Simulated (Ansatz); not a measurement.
**GaSb: density, localisation and related maps**

Input file:

```
crystal:
  lattice:
    - [-1.5683933862, 2.3957499065, 3.1712435421]
    - [1.5683933862, -2.3957499065, 3.1712435421]
    - [1.5683933862, 2.3957499065, -3.1712435421]
  atoms:
    - { symbol: Ga, position: [0.0, 0.0, 0.0] }
    - { symbol: Sb, position: [0.5, 0.5, 0.0] }
basis:
  ecutwfc: 420
kpoints:
  mp_grid: { grid: [16, 16, 16] }
hamiltonian:
  xc: pbe
  pseudopotentials: { kind: paw, azcp: { folder: soft_1 } }
scf:
  occupations: { method: gaussian, width: 0.15 }
output:
  forces: true
  stress: true
  eigenvalues: true
  write_density: true
  write_potential: true
  elf: true
  volumetric_format: npy
```

Command:

```sh
ansatz run input.yaml --threads 2 --pin off --max-ram 4096MiB --backend cpu --events-out ev --progress --plain --runs-dir out
```

Below, planes, directions and counts refer to the conventional cell (a = 3.14 Å, b = 4.79 Å, c = 6.34 Å, α = 90.00°, β = 90.00°, γ = 90.00°).

Space group Immm; a point of a scan over the structure, not its minimum; a structure from a database of computed crystals, not necessarily the ambient phase; changed on purpose from its base cell (strain +e along x and -e along y +0.0267, strain +e along z and -e/2 along x and y +0.1000); computed pressure about 3 GPa in this cell; PAW files of the earlier set (soft_1).

Theory: DFT PBE, scalar-relativistic, plane waves, PAW in Ansatz 0.2.0.

Core electrons are frozen (PAW), and the valence fields are smoothed inside the atomic spheres.

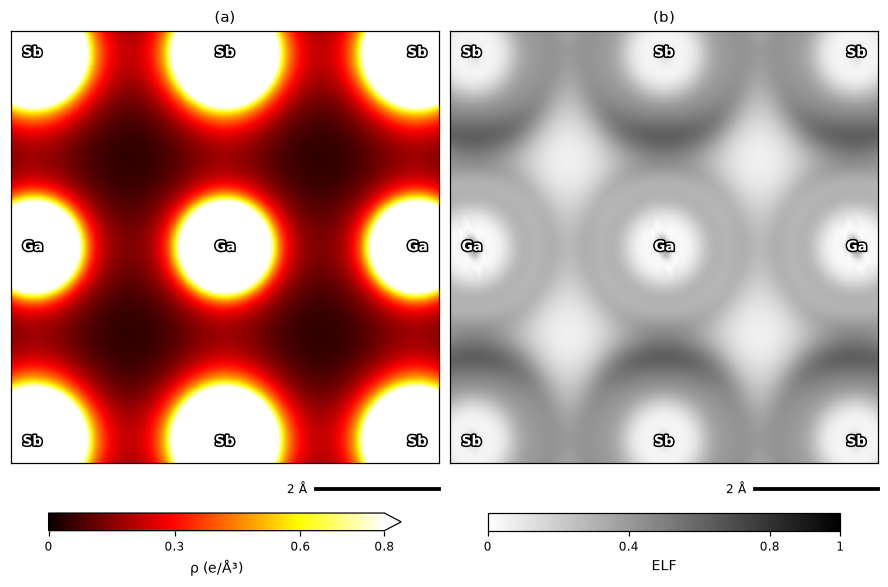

Figure 1. (a) valence charge density (pseudo); (b) electron localisation function on the (010) plane of the conventional cell.

What does the map show?

Answer. The section cuts through Ga and Sb sites.
Sb–Sb (3.14 Å): the density is about 0.22 e/Å³ at the midpoint; the ELF is about 0.40 at the midpoint.
Ga–Sb (3.17 Å): the density is about 0.19 e/Å³ at the midpoint; the ELF peaks at about 0.65 between the atoms.
Between the atoms the lowest density in this plane is 0.05 e/Å³.
The features right at Ga lie inside the PAW spheres, where the map follows smoothed inner orbitals and isn't to be read closely.

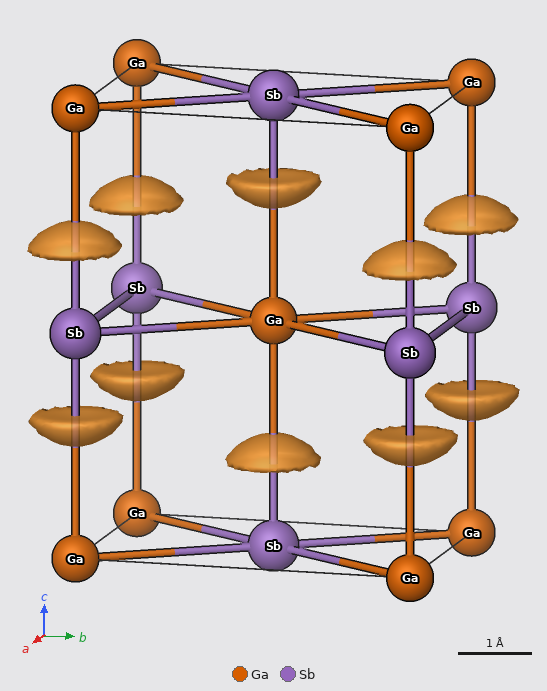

Figure 2. Isosurface of the electron localisation function at 0.55 (orange), seen slightly off an axis. Only the valence region is drawn (cores and ρ < 0.01 e/Å³ removed). Sticks mark near contacts.

Where are the electrons localised?

Answer. The ELF exceeds this value in four regions between bonded Ga–Sb atoms, counted in one cell of 4 atoms. Regions shared between cells count once.


Ga–Sb (2.86 Å): the ELF is about 0.50 at the midpoint.

Does the calculation make it a metal, or give it a gap?

Answer. It is gapless in this calculation (a metal or semimetal).
